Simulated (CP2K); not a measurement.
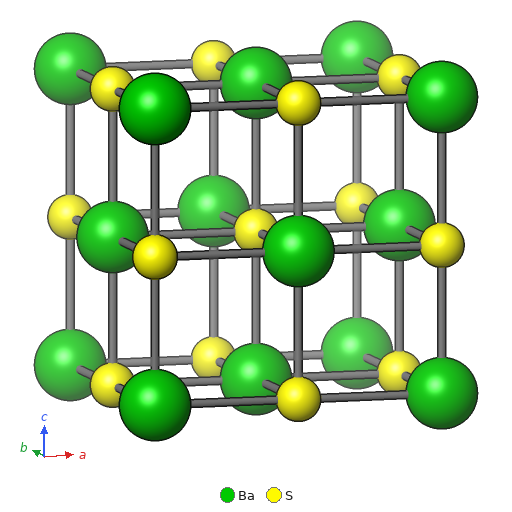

System: BaS, space group Fm-3m (No. 225). The picture shows the conventional cell.

Structure:
```
CELL_PARAMETERS angstrom
4.51664 0.00000 0.00000
2.25832 3.91153 0.00000
2.25832 1.30384 3.68782
ATOMIC_POSITIONS crystal
Ba 0.00000 0.00000 0.00000
S 0.50000 0.50000 0.50000
```

Calculation (CP2K 2026.2): DFT in Gaussian orbitals with a plane-wave density, no spin polarisation; energies at scaled volumes of the given cell, shape and fractions fixed, counted from the fit's minimum, third-order Birch-Murnaghan fit. Level: PBE.

k mesh 7×7×7; occupations Fermi–Dirac; smearing width 0.05 eV; potentials GTH PBE with UZH TZVP basis; density cutoff 6123 eV; program settings ngrids 5, basis sets Ba TZVP-MOLOPT-PBE-GTH-q10, basis sets S TZVP-MOLOPT-PBE-GTH-q6, cutoff ry 450 Ry, rel cutoff ry 60 Ry.

What does the calculation give for the energy and pressure against volume? The volume takes the values 30.62, 31.27, 31.92, 32.58, 33.23, 33.88, 34.53 Å³/atom.

A third-order Birch–Murnaghan fit gives V0 = 33.59 Å³/atom, B0 = 41.1 GPa and B′ = 4.5. The energy is 39.82 meV/atom at volume 30.62 Å³/atom and 3.21 meV/atom at 34.53 Å³/atom; the lowest computed point is at volume 33.88 Å³/atom (0.31 meV/atom). The pressure falls from 4.68 GPa at volume 30.62 Å³/atom to −1.07 GPa at 34.53 Å³/atom, and changes sign near 33.60 Å³/atom.

```json
{"volume (Å³/atom)": "30.62", "energy (meV/atom)": "39.82", "pressure (GPa)": "4.68"}
{"volume (Å³/atom)": "31.27", "energy (meV/atom)": "23.35", "pressure (GPa)": "3.45"}
{"volume (Å³/atom)": "31.92", "energy (meV/atom)": "11.62", "pressure (GPa)": "2.34"}
{"volume (Å³/atom)": "32.58", "energy (meV/atom)": "4.15", "pressure (GPa)": "1.35"}
{"volume (Å³/atom)": "33.23", "energy (meV/atom)": "0.51", "pressure (GPa)": "0.46"}
{"volume (Å³/atom)": "33.88", "energy (meV/atom)": "0.31", "pressure (GPa)": "-0.35"}
{"volume (Å³/atom)": "34.53", "energy (meV/atom)": "3.21", "pressure (GPa)": "-1.07"}
```

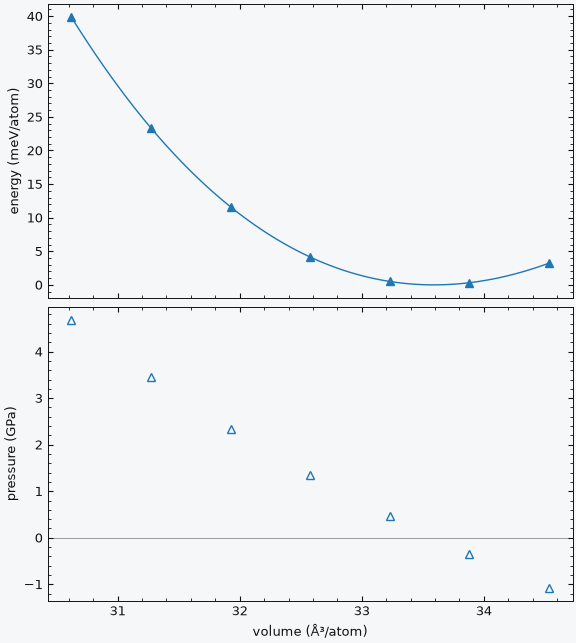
